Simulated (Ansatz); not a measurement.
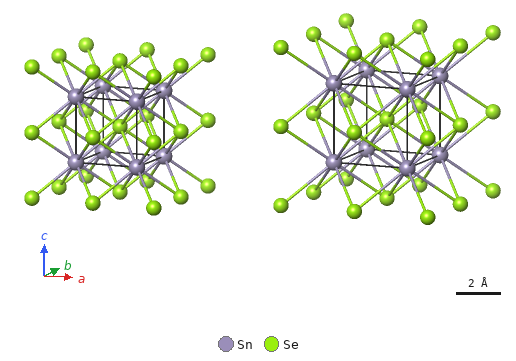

Two geometries of crystalline SnSe (a generated structure, set up in Pm-3m), drawn at one scale. One is the start of a relaxation, the other its converged end. A ball-and-stick model of the cell of the calculation, seen slightly off an axis.

Level of theory: Ansatz, DFT, PBE, PAW with Ansatz's default frozen-core files, scalar-relativistic. Set-up: plane-wave cutoff 420 eV; k-point mesh 12 × 12 × 12; occupations fermi dirac; smearing width 0.03 eV; no spin polarisation; cell and atoms relaxed; force threshold 0.005 eV/Å; at most 80 steps.

### Which geometry has the lower energy?

The right one is the relaxed one. Case: cell and atoms relaxed from a first guess. No atom moves by more than 0.005 Å relative to the cell. The volume changes by +74.8 %, with a = b = c 3.055 → 3.680 Å (+20.5 %). Among the contacts that change: Se–Se 3.055 → 3.680 Å, Se–Sn 2.645 → 3.187 Å. The space group stays Pm-3m (No. 221). After 8 accepted moves (10 points after the start) the energy has fallen by 1921 meV per atom. All forces vanish by symmetry, so only the cell relaxes. The pressure goes from 99.39 to −0.01 GPa. The SCF was repeated twice at an unchanged geometry on a basis and grid sized afresh for the cell, which shifted the energy by 33.4 meV per atom at most.
